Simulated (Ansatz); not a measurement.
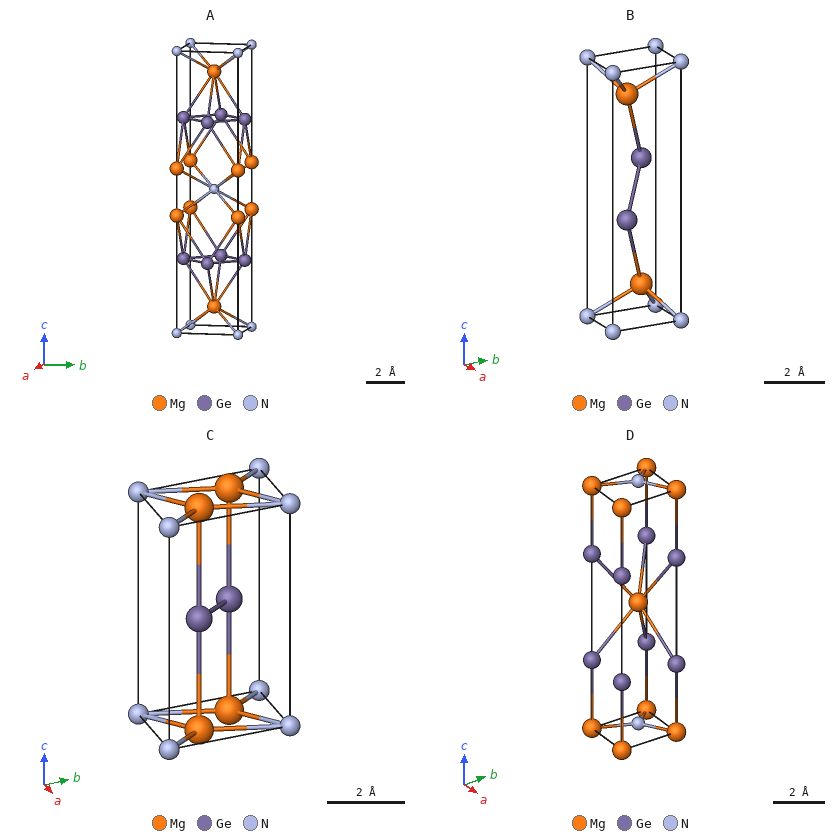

Four structures of Mg2Ge2N, each relaxed to rest (conventional cells in solid outline, small ones repeated, each panel with its own scale). Method: DFT PBE, scalar-relativistic, plane waves, PAW in Ansatz 0.2.0, without spin polarisation.

Give the type and space group of each panel.

Answer. A: 10 atoms a cell on a body-centred tetragonal lattice, I4/mmm; B: 5 atoms a cell on a primitive hexagonal lattice, P-3m1; C: 5 atoms a cell on a primitive hexagonal lattice, P6/mmm; D: 5 atoms a cell on a primitive hexagonal lattice, P-6m2.

Rank them by energy, lowest first.

Answer. B, then D (+676 meV/atom), A (+809 meV/atom) and C (+884 meV/atom), energies at zero smearing.

Collect the results in a table.

Answer.
| panel | structure | E − E(lowest) (meV/atom) | volume (Å³/atom) | gap (eV) |
| --- | --- | --- | --- | --- |
| B | P-3m1 | 0 | 16.4 | metal |
| D | P-6m2 | 676 | 19.7 | metal |
| A | I4/mmm | 809 | 17.7 | metal |
| C | P6/mmm | 884 | 18.1 | metal |

Some of these may be structure types tried for this composition rather than known phases, and the most stable form need not be among them. Gaps are taken on the k-mesh or band path of each run.
